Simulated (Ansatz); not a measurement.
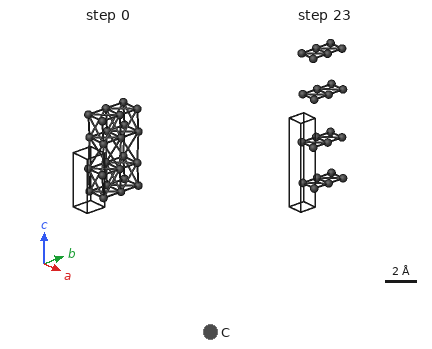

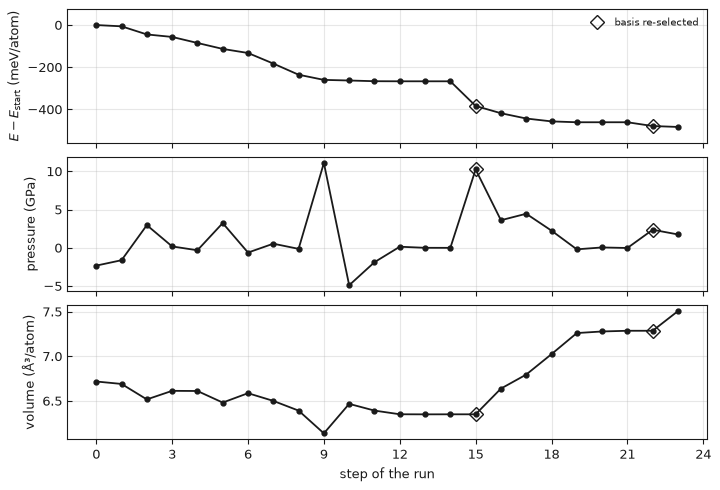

First and last geometry of a relaxation of a crystal of C (built on the hcp_194 type), with the history of the run. Style: ball-and-stick. Shown: the cell of the calculation, repeated 2 × 3 × 2 with one cell outlined, from a free direction.

Case: hcp type (P6_3/mmc, No. 194).

The calculation used DFT PBEsol, scalar-relativistic, plane waves, PAW (Ansatz).

Input
```yaml
crystal:
  lattice:
    - [2.0629345695, 0.0, 0.0]
    - [-1.0314672847, 1.7865537435, 0.0]
    - [0.0, 0.0, 3.6453574585]
  atoms:
    - { symbol: C, position: [0.3333333333, 0.6666666667, 0.25] }
    - { symbol: C, position: [0.6666666667, 0.3333333333, 0.75] }
basis:
  ecutwfc: 420
kpoints:
  mp_grid: { grid: [30, 30, 16] }
hamiltonian:
  xc: pbesol
scf:
  occupations: { method: gaussian, width: 0.1 }
output:
  forces: true
  stress: true
  eigenvalues: true
relax:
  adjacent_minimum: "off"
  f_tol: 0.01
  max_steps: 80
  cell: { stress_tol: 0.05 }
```

**Did the run converge, and what did it change?**

The run was cut off at its time limit before the relaxation converged, so the last structure is only a point on the way. After 21 accepted moves (23 points after the start) the energy has fallen by 483 meV per atom. All forces vanish by symmetry, so only the cell relaxes. Pressure: −2.32 GPa at the start and 1.75 GPa at the end. At 2 points the geometry stayed and the basis and grid were re-selected for the new cell (energy shift of 117 meV per atom at most each time). No atom moves by more than 0.005 Å relative to the cell. Cell: a = b 2.063 → 1.701 Å (−17.5 %), c 3.645 → 5.991 Å (+64.4 %). Volume +11.8 %. Some distances before and after: C1–C2 2.177 → 3.153 Å, C1–C1 2.063 → 1.701 Å. The space group stays P6_3/mmc (No. 194).

| step | E − E(0), meV/atom | pressure, GPa | volume, Å³/atom | note |
| --- | --- | --- | --- | --- |
| 0 | 0.00 | -2.32 | 6.718 |  |
| 1 | -6.01 | -1.61 | 6.690 |  |
| 2 | -44.49 | 2.97 | 6.517 |  |
| 3 | -56.37 | 0.19 | 6.613 |  |
| 4 | -84.96 | -0.31 | 6.611 |  |
| 5 | -113.19 | 3.24 | 6.481 |  |
| 6 | -132.54 | -0.61 | 6.586 |  |
| 7 | -182.69 | 0.54 | 6.500 |  |
| 8 | -235.56 | -0.13 | 6.391 |  |
| 9 | -260.09 | 11.10 | 6.136 |  |
| 10 | -262.98 | -4.89 | 6.467 |  |
| 11 | -266.36 | -1.87 | 6.392 |  |
| 12 | -266.76 | 0.15 | 6.350 |  |
| 13 | -266.79 | 0.01 | 6.349 |  |
| 14 | -266.79 | 0.00 | 6.350 |  |
| 15 | -383.72 | 10.25 | 6.350 | same geometry, new basis |
| 16 | -418.20 | 3.61 | 6.638 |  |
| 17 | -443.29 | 4.46 | 6.795 |  |
| 18 | -456.97 | 2.25 | 7.024 |  |
| 19 | -461.05 | -0.19 | 7.261 |  |
| 20 | -461.07 | 0.05 | 7.278 |  |
| 21 | -461.03 | -0.02 | 7.286 |  |
| 22 | -478.97 | 2.37 | 7.286 | same geometry, new basis |
| 23 | -483.31 | 1.75 | 7.507 |  |
